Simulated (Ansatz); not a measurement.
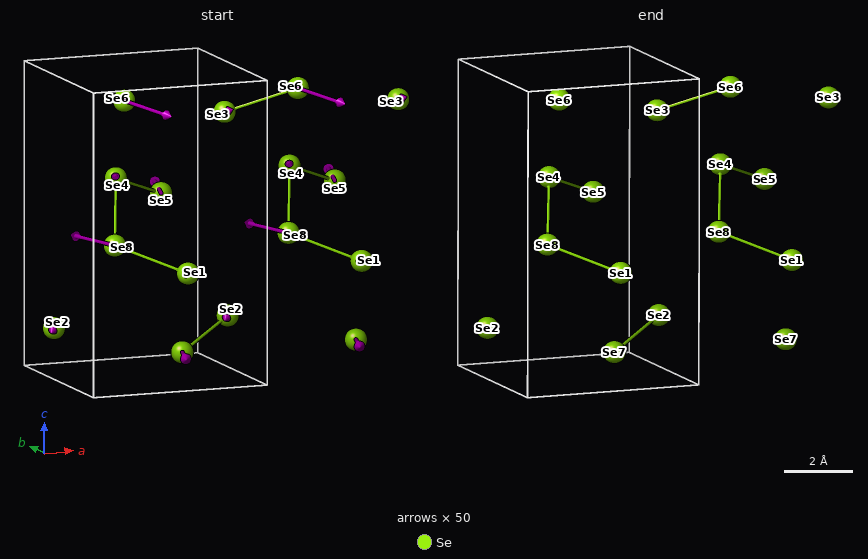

The structure of solid Se (a generated structure, set up in P2_1) before (left) and after (right) a relaxation, at one scale. The purple arrows give the displacements (the part carried along by the change of the cell is left out), 50 times their true length.

A ball-and-stick model of the cell of the calculation, repeated 2 × 1 × 1 with one cell outlined, seen slightly off an axis.

The calculation used DFT PBE, scalar-relativistic, plane waves, PAW in Ansatz 0.2.0. Set-up: plane-wave cutoff 420 eV; k-point mesh 6 × 6 × 4; occupations gaussian; smearing width 0.02 eV; no spin polarisation; cell and atoms relaxed; force threshold 0.01 eV/Å; at most 80 steps.

Question: Summarise the run.

Answer: The run was cut off at its time limit before the relaxation converged, so the last structure is only a point on the way. The energy falls by 0.3 meV per atom in 4 geometry steps. Largest force component: 0.021 eV/Å at the start, 0.018 eV/Å at the end. The pressure goes from 0.00 to 0.02 GPa. The largest moves relative to the cell, 0.044 Å, are those of Se6 and Se7. Se7 goes along [−1 −3 0]. The volume changes by −0.4 %, with a 5.523 → 5.448 Å (−1.4 %), b 5.421 → 5.450 Å (+0.5 %), c 9.139 → 9.179 Å (+0.4 %), β 90.2° → 90.0°. Some distances before and after: Se2–Se6 2.436 → 2.424 Å, Se1–Se5 2.433 → 2.424 Å, Se1–Se8 2.312 → 2.319 Å. The space group (tolerance 0.01 Å) goes from P2_1 (No. 4) to P2_12_12_1 (No. 19). The run took 12 min on 1 thread of Arm Neoverse V1 (shared host), peak memory 0.98 GiB.
